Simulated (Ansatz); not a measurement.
The calculation's input:

```
crystal:
  lattice:
    - [-5.7453846526, -5.7453846526, 5.7453846526]
    - [5.7453846526, -5.7453846526, -5.7453846526]
    - [5.7453846526, 5.7453846526, 5.7453846526]
  atoms:
    - { symbol: Ga, position: [0.2398015078, 0.4955705596, 0.2406932127], spin: 0.25 }
    - { symbol: Ga, position: [0.0, 0.5, 0.5] }
    - { symbol: Ga, position: [0.5, 0.25, 0.25] }
    - { symbol: Ga, position: [0.25, 0.25, 0.5] }
    - { symbol: Ga, position: [0.0, 0.25, 0.75] }
    - { symbol: Ga, position: [0.75, 0.5, 0.75] }
    - { symbol: Ga, position: [0.5, 0.5, 0.0] }
    - { symbol: Ga, position: [0.0078661257, 0.745196028, 0.2530102266], spin: 0.25 }
    - { symbol: Ga, position: [0.75, 0.0, 0.25] }
    - { symbol: Ga, position: [0.5120419633, 0.0018066296, 0.5086804999], spin: 0.25 }
    - { symbol: Ga, position: [0.25, 0.0, 0.75] }
    - { symbol: Ga, position: [0.0, 0.0, 0.0] }
    - { symbol: Ga, position: [0.75, 0.25, 0.0] }
    - { symbol: Ga, position: [0.75, 0.75, 0.5] }
    - { symbol: Ga, position: [0.5, 0.75, 0.75] }
    - { symbol: Ga, position: [0.2560684179, 0.751571888, 0.0014179826], spin: 0.25 }
    - { symbol: As, position: [0.0, 0.75, 0.5] }
    - { symbol: As, position: [0.5, 0.5, 0.25] }
    - { symbol: As, position: [0.25, 0.5, 0.5] }
    - { symbol: As, position: [0.0, 0.5, 0.75] }
    - { symbol: As, position: [0.75, 0.75, 0.75] }
    - { symbol: As, position: [0.5, 0.75, 0.0] }
    - { symbol: As, position: [0.0, 0.0, 0.25] }
    - { symbol: As, position: [0.75, 0.25, 0.25] }
    - { symbol: As, position: [0.5, 0.25, 0.5] }
    - { symbol: As, position: [0.25, 0.25, 0.75] }
    - { symbol: As, position: [0.0, 0.25, 0.0] }
    - { symbol: As, position: [0.75, 0.5, 0.0] }
    - { symbol: As, position: [0.75, 0.0, 0.5] }
    - { symbol: As, position: [0.5, 0.0, 0.75] }
    - { symbol: As, position: [0.25, 0.0, 0.0] }
  host:
    lattice:
      - [0.0, 2.8726923263, 2.8726923263]
      - [2.8726923263, 0.0, 2.8726923263]
      - [2.8726923263, 2.8726923263, 0.0]
    atoms:
      - { symbol: Ga, position: [0.0, 0.0, 0.0] }
      - { symbol: As, position: [0.25, 0.25, 0.25] }
basis:
  ecutwfc: 420
  xc_grid: 2
kpoints:
  mp_grid: { grid: [2, 2, 2], shift: [0.5, 0.5, 0.5] }
hamiltonian:
  xc: pbe
scf:
  occupations: { method: gaussian, width: 0.02 }
output:
  forces: true
  stress: false
  eigenvalues: true
  populations: true
  charged_corrections: { defect_position: [0.25, 0.75, 0.25] }
  write_density: true
  write_potential: true
  elf: true
  volumetric_format: npy
magnetization:
  spin_polarized: true
relax:
  adjacent_minimum: "off"
  f_tol: 0.025
  max_steps: 60
```

Command:

```sh
ansatz run input.yaml --threads 8 --pin off --max-ram 22528MiB --backend cpu --events-out ev --progress --plain --runs-dir out
```

The fields are those of the run's last geometry, not of the input's.

Spin-polarised.

Theory: Ansatz 0.2.0, DFT PBE, scalar-relativistic, plane waves, PAW.

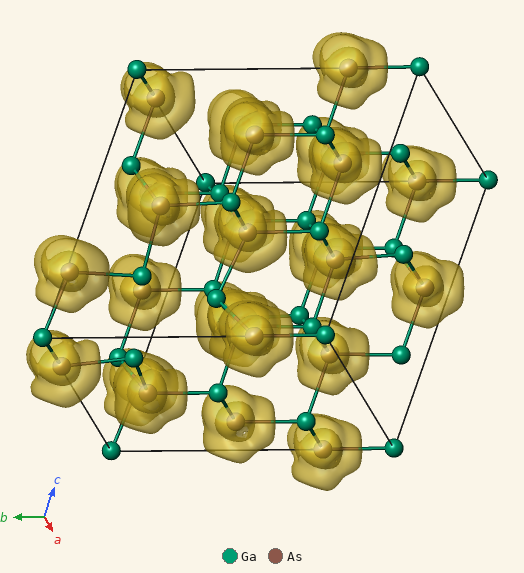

Ga₁₆As₁₅ (cell with a defect). Isosurface of the electron localisation function at 0.6 (yellow), seen at an oblique angle. Core shells and regions of very low density are left out. Sticks mark near contacts.

In a PAW calculation such maps are meaningful between the atoms, not at the nuclei.

Identify the bonds, lone pairs and shells in this picture.

Answer. The surface consists of 15 regions on As in which the atom's valence shell and bonds are merged, counted in one cell of 31 atoms. Regions shared between cells count once. Profiles from the grid: Ga–As (2.45 Å): the ELF peaks at about 0.75 between the atoms. Ga–As (2.50 Å): the ELF peaks at about 0.80 between the atoms.

Does the calculation give a band gap?

Answer. It is gapless in this calculation (a metal or semimetal).
